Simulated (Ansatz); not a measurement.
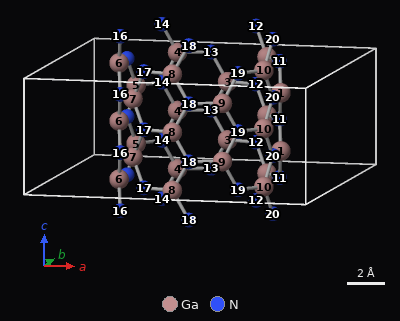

A wire of composition GaN, before the relaxation. A ball-and-stick model of the 2 repeat of the cell, with the vacuum cut short, seen slightly off an axis.

Case: (5,5) tube.

These are results of Ansatz 0.2.0, DFT PBE, scalar-relativistic, plane waves, PAW, not measurements.

The input:
```yaml
crystal:
  lattice:
    - [17.2, 0.0, 0.0]
    - [0.0, 17.6, 0.0]
    - [0.0, 0.0, 3.2121751216]
  atoms:
    - { symbol: Ga, position: [0.7517827221, 0.5523017499, 0.5] }
    - { symbol: Ga, position: [0.672239369, 0.6869436715, 0.0] }
    - { symbol: Ga, position: [0.5269064311, 0.7501794645, 0.5] }
    - { symbol: Ga, position: [0.371296151, 0.7178552054, 1.0] }
    - { symbol: Ga, position: [0.2648463668, 0.6023176624, 0.5] }
    - { symbol: Ga, position: [0.2482172779, 0.4476982501, 1.0] }
    - { symbol: Ga, position: [0.327760631, 0.3130563285, 0.5] }
    - { symbol: Ga, position: [0.4730935689, 0.2498205355, 1.0] }
    - { symbol: Ga, position: [0.628703849, 0.2821447946, 0.5] }
    - { symbol: Ga, position: [0.7351536332, 0.3976823376, 1.0] }
    - { symbol: "N", position: [0.7351536332, 0.6023176624, 0.0] }
    - { symbol: "N", position: [0.628703849, 0.7178552054, 0.5] }
    - { symbol: "N", position: [0.4730935689, 0.7501794645, 1.0] }
    - { symbol: "N", position: [0.327760631, 0.6869436715, 0.5] }
    - { symbol: "N", position: [0.2482172779, 0.5523017499, 0.0] }
    - { symbol: "N", position: [0.2648463668, 0.3976823376, 0.5] }
    - { symbol: "N", position: [0.371296151, 0.2821447946, 1.0] }
    - { symbol: "N", position: [0.5269064311, 0.2498205355, 0.5] }
    - { symbol: "N", position: [0.672239369, 0.3130563285, 1.0] }
    - { symbol: "N", position: [0.7517827221, 0.4476982501, 0.5] }
basis:
  ecutwfc: 420
kpoints:
  mp_grid: { grid: [1, 1, 14] }
hamiltonian:
  xc: pbe
scf:
  occupations: { method: gaussian, width: 0.05 }
output:
  forces: true
  stress: true
  eigenvalues: true
  populations: true
  write_density: true
  write_potential: true
  elf: true
  volumetric_format: npy
relax:
  adjacent_minimum: "off"
  f_tol: 0.02
  max_steps: 45
  cell: { fix: [a, b, alpha, beta, gamma], stress_tol: 0.03 }
```

Launched with:
```bash
ansatz run input.yaml --threads 4 --pin off --max-ram 11264MiB --backend cpu --events-out ev --progress --plain --runs-dir out
```

**Predict the outcome.**

The largest moves relative to the centre of the atoms, 0.099 Å, are those of 10 atoms (N11, N12, N13, N14 and others). Largest moves by element: N 0.099 Å, Ga 0.039 Å. Along the periodic axis the drawn cell goes c 6.424 → 6.430 Å (+0.1 %). Near-neighbour distances that change, for instance: Ga10–N19 1.841 → 1.863 Å, Ga10–N20 1.854 → 1.861 Å. Bond angles that change, for instance: Ga6–N16–Ga7 118.4° → 116.0°. After 3 accepted moves (4 points after the start) the energy has fallen by 0.321 eV per cell of the calculation. Largest force component: 0.58 eV/Å at the start, 0.0048 eV/Å at the end. The SCF was repeated once at an unchanged geometry on a basis and grid sized afresh for the cell, which shifted the energy by 0.6 meV per cell of the calculation at most. The run took 2.6 min on 4 threads of Arm Neoverse V1 (shared host), peak memory 2.9 GiB.

Final geometry:

```
Ga N
1.0
    17.20000    0.00000    0.00000
     0.00000   17.60000    0.00000
     0.00000    0.00000    3.21489
Ga N
10 10
Direct
  0.74980 0.55338 0.50000
  0.66996 0.68666 0.00000
  0.52524 0.74867 0.50000
  0.37086 0.71566 0.00000
  0.26581 0.60030 0.50000
  0.25020 0.44662 0.00000
  0.33004 0.31334 0.50000
  0.47476 0.25133 0.00000
  0.62914 0.28434 0.50000
  0.73419 0.39970 0.00000
  0.73974 0.60570 0.00000
  0.63037 0.72322 0.50000
  0.47121 0.75550 0.00000
  0.32305 0.69015 0.50000
  0.24245 0.55220 0.00000
  0.26026 0.39430 0.50000
  0.36963 0.27678 0.00000
  0.52879 0.24450 0.50000
  0.67695 0.30985 0.00000
  0.75755 0.44780 0.50000
```

After the run, drawn alike:

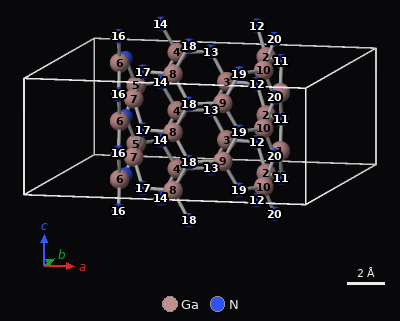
